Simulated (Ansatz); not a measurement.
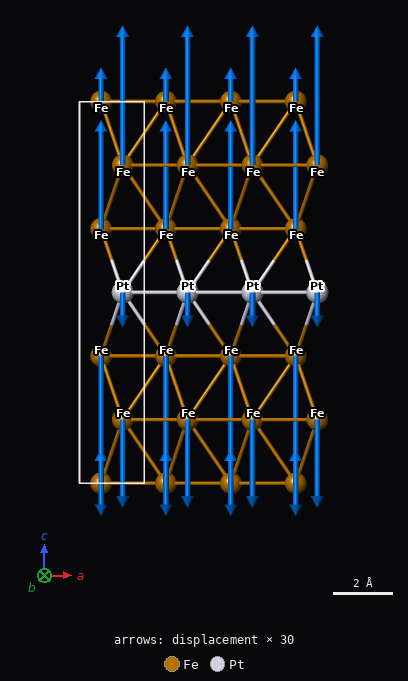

This is a relaxation of crystalline Fe$_{5}$Pt (a generated structure, set up in P-6m2) (coarse preliminary run). The starting structure is drawn; blue arrows show the displacements (the part carried along by the change of the cell is left out), magnified 30 times.

Style: ball-and-stick. Shown: the cell of the calculation, repeated 4 × 1 × 1 with one cell outlined, along the b axis.

All numbers below come from DFT PBE, scalar-relativistic, plane waves, PAW (Ansatz). (plane-wave cutoff 420 eV; k-point mesh 6 × 6 × 2; occupations gaussian; smearing width 0.1 eV; collinear spin; cell and atoms relaxed; force threshold 0.04 eV/Å; at most 70 steps)

Which element moves most?

Answer. Iron: up to 0.18 Å, against 0.04 Å for platinum.

What did the optimiser do to the structure, and how much energy did it gain?

Answer. After 4 accepted moves (5 points after the start) the energy has fallen by 0.311 eV per cell of the calculation. Largest force component: 1.2 eV/Å at the start, 0.0081 eV/Å at the end. The pressure goes from 6.12 to −0.03 GPa. The SCF was repeated once at an unchanged geometry on a basis and grid sized afresh for the cell, which shifted the energy by 0.3 meV per cell of the calculation at most. The atom that moves furthest relative to the cell is a Fe atom (0.18 Å along −c). By element the largest moves are Fe 0.18 Å, Pt 0.04 Å. The drawn cell changes at constant volume: a = b 2.545 → 2.590 Å (+1.8 %), c 12.970 → 12.527 Å (−3.4 %). Some distances before and after: Fe–Fe 2.614 → 2.457 Å, Fe–Fe 2.614 → 2.503 Å, Fe–Pt 2.614 → 2.702 Å, Fe–Fe 2.545 → 2.590 Å. The space group (tolerance 0.01 Å) goes from P-6m2 (No. 187) to P3m1 (No. 156).

Limits of the set-up: the k-point mesh is coarse for a cell with partly filled bands.
